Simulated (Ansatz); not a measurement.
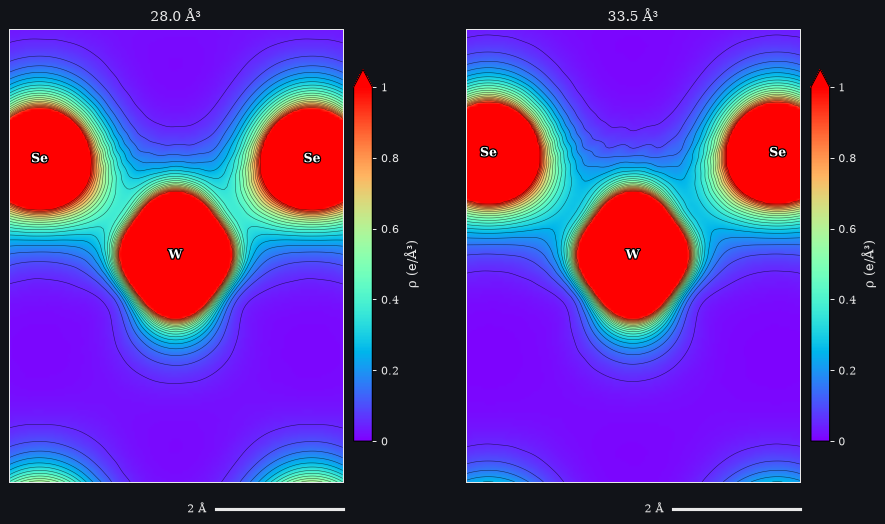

WSe. The valence charge density (pseudo) of cells scaled evenly to different volumes (given per atom above each panel), on the (101̄) plane of each (indices in the axes of the cell below), at one length scale and on one colour scale.

Started from the zinc blende prototype, which need not be the ambient phase; Hubbard U of 6.2 eV on W d only.

All numbers below come from DFT PBE+U, scalar-relativistic, plane waves, PAW (Ansatz).

The density is the valence pseudo-density of a PAW calculation; it isn't the true density close to the nuclei.

The largest cell:

```xyz
2
Lattice="0.0000 3.2242 3.2242 3.2242 0.0000 3.2242 3.2242 3.2242 0.0000" Properties=species:S:1:pos:R:3 pbc="T T T"
W     0.0000    0.0000    0.0000
Se    1.6121    1.6121    1.6121
```

| volume (Å³/atom) | W–Se contact in the plane (Å) | ρ at its midpoint (e/Å³) | pressure (GPa) | gap on the mesh (eV) | 
| --- | --- | --- | --- | --- |
| 28.03 | 2.631 | 0.409 | 1.2 | 1.14 | 
| 30.47 | 2.705 | ? | ? | ? | 
| 33.52 | 2.792 | 0.315 | −6.2 | 0.94 | 

**What values belong in the row with question marks?**

Over the known rows ln ρ falls by 1.62 per Å of W–Se distance (the line through the two), which gives 0.363 e/Å³ at 2.705 Å; the calculation gives 0.364 e/Å³. For the pressure, a straight line in volume between the neighbouring rows gives −2.1 GPa; the calculation gives −3.0, lower because pressure rises ever faster on compression. For the gap on the mesh, a straight line in volume between the neighbouring rows gives 1.05 eV; the calculation gives 1.04.
